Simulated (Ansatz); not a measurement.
Al (slab)

Input file:

```
crystal:
  lattice:
    - [5.7135165837, 0.0, 0.0]
    - [0.0, 5.7135165837, 0.0]
    - [0.0, 0.0, 19.6746954375]
  atoms:
    - { symbol: Al, position: [0.25, 0.25, 0.203306832] }
    - { symbol: Al, position: [0.25, 0.75, 0.203306832] }
    - { symbol: Al, position: [0.75, 0.25, 0.203306832] }
    - { symbol: Al, position: [0.75, 0.75, 0.203306832] }
    - { symbol: Al, position: [0.0, 0.0, 0.3092728611] }
    - { symbol: Al, position: [0.0, 0.5, 0.3092728611] }
    - { symbol: Al, position: [0.5, 0.0, 0.3092728611] }
    - { symbol: Al, position: [0.5, 0.5, 0.3092728611] }
    - { symbol: Al, position: [0.25, 0.25, 0.415492858] }
    - { symbol: Al, position: [0.25, 0.75, 0.415492858] }
    - { symbol: Al, position: [0.75, 0.25, 0.415492858] }
    - { symbol: Al, position: [0.75, 0.75, 0.415492858] }
basis:
  ecutwfc: 420
kpoints:
  mp_grid: { grid: [5, 5, 1] }
hamiltonian:
  xc: pbe
  pseudopotentials: { kind: paw, azcp: { folder: soft_1 } }
scf:
  occupations: { method: gaussian, width: 0.1 }
output:
  forces: true
  eigenvalues: true
  write_density: true
  write_potential: true
  elf: true
  volumetric_format: npy
efield:
  axis: 3
  dipole_correction: true
  ramp_width: 0.04
```

Run with:

```sh
ansatz run input.yaml --threads 1 --pin off --max-ram 3072MiB --backend cpu --events-out ev --progress --plain --runs-dir out
```

PAW files of the earlier set (soft_1).

Computed with Ansatz 0.2.0, DFT PBE, scalar-relativistic, plane waves, PAW.

What can the converged valence pseudo-density and electron localisation function tell about the bonding?

Al–Al (2.90 Å): ρ at the midpoint is about 0.19 e/Å³; the ELF peaks at about 0.65 between the atoms.

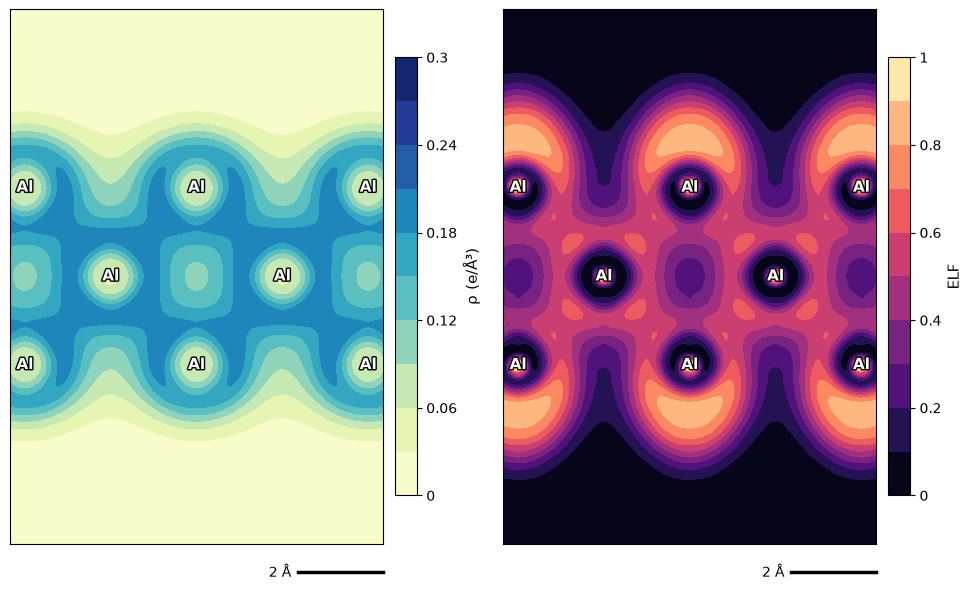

Computed valence pseudo-density and electron localisation function on the (11̄0) plane of the calculation cell, a cut from vacuum to vacuum, in this order. 
